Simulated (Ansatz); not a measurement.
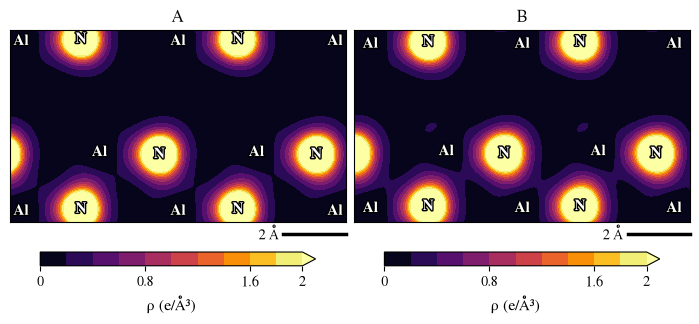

AlN. The valence electron density of two cells that differ in size, on the (110) plane of each (indices in the axes of the calculation cell), at one length scale and on one colour scale: A has 10.7 Å³ an atom and B 9.7.

Computed with DFT LDA, scalar-relativistic, plane waves, PAW (Ansatz 0.2.0).

Core electrons are frozen (PAW), and the valence fields are smoothed inside the atomic spheres.

The larger cell:

```
Al N
1.0
     3.14032    0.00000    0.00000
    -1.57016    2.71960    0.00000
     0.00000    0.00000    5.02633
Al N
2 2
Direct
  0.34619 0.69239 0.00152
  0.65381 0.30761 0.50152
  0.32186 0.64372 0.38348
  0.67814 0.35628 0.88348
```

The smaller cell: a = 3.037 Å, b = 3.037 Å, c = 4.861 Å, α = 90.00°, β = 90.00°, γ = 120.00°.

Question: What does the compression do to the bonding and the properties?

Answer: From the larger cell to the smaller, Al–N goes from 1.91 to 1.85 Å, and the density at its midpoint from 0.66 to 0.73 e/Å³; the pressure goes from −10 to 12 GPa; the Kohn–Sham gap goes from 3.9 eV to 4.8 eV.
